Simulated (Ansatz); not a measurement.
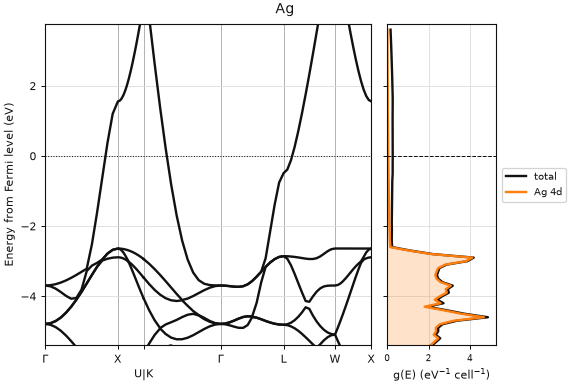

Band structure and density of states. Energies are counted from the Fermi level. The partial curves are projected on Löwdin-orthogonalised atomic shells; they sum to less than the total at higher energies, where shells without a projector contribute.

System: Ag, space group Fm-3m, 1 atom in the cell.

```yaml
crystal:
  lattice:
    - [0.00000, 2.02721, 2.02721]
    - [2.02721, 0.00000, 2.02721]
    - [2.02721, 2.02721, 0.00000]
  atoms:
    - { symbol: Ag, position: [0.00000, 0.00000, 0.00000] }
```

Level of theory: DFT PBEsol, scalar-relativistic, plane waves, PAW, no spin polarisation, 18×18×18 k mesh, 420 eV cutoff, Gaussian smearing of 0.1 eV; code Ansatz.

Question: Metal, semiconductor or insulator?

Answer: A metal: 1 band crosses the Fermi level along this path.

Question: What is the density of states at the Fermi level?

Answer: The density of states at the Fermi level is about 0.26 per eV and cell (mean within 0.25 eV).

Question: On which lines of the path do bands cross the Fermi level?

Answer: Bands cross the Fermi level on Γ–X, K–Γ and L–W, and not on X–U, Γ–L and W–X.
